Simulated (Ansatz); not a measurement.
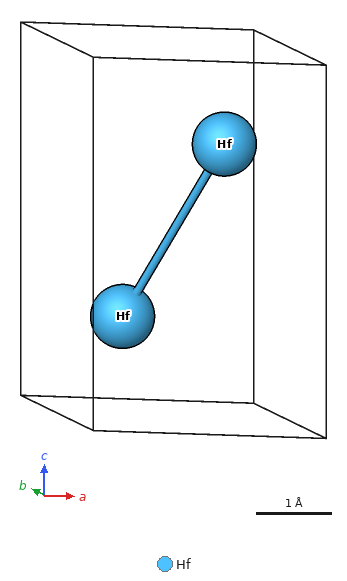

Lattice vibrations of crystalline Hf, space group P6₃/mmc (No. 194), at the zone centre. Style: ball-and-stick. Shown: the cell of the calculation, slightly off an axis.

These are results of DFT PBE, scalar-relativistic, plane waves, PAW in Ansatz 0.2.0, not measurements.

Input file:
```yaml
crystal:
  lattice:
    - [3.2031670009, 0.0, 0.0]
    - [-1.6015835004, 2.7740239953, 0.0]
    - [0.0, 0.0, 5.0813409743]
  atoms:
    - { symbol: Hf, position: [0.3333333333, 0.6666666667, 0.25] }
    - { symbol: Hf, position: [0.6666666667, 0.3333333333, 0.75] }
basis:
  ecutwfc: 420
kpoints:
  mp_grid: { grid: [18, 18, 8] }
hamiltonian:
  xc: pbe
scf:
  occupations: { method: fermi_dirac, width: 0.15 }
output:
  eigenvalues: true
phonons:
  method: dfpt
  eigenvectors: true
```

Launched with:
```bash
ansatz run input.yaml --threads 1 --pin off --max-ram 3072MiB --backend cpu --events-out ev --progress --plain --runs-dir out
```

The frequencies depend somewhat on the k-mesh and the smearing.

Q: Give the spectrum at this point.

A: The calculation's cell holds 2 atoms, so there are 3 optical modes, in 2 levels. The optical modes span E₂g + B₁g. No level is unstable.

| level | symmetry | frequency (cm⁻¹) | activity |
| --- | --- | --- | --- |
| 1 | E₂g | 73 | Raman-active |
| 2 | B₁g | 105 | silent |

The modes drawn as arrows (one member of each degenerate set):

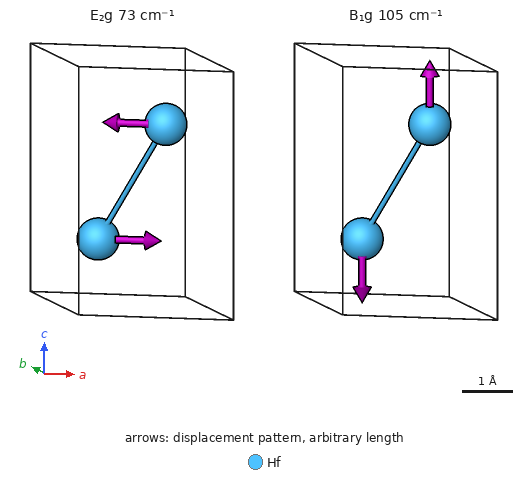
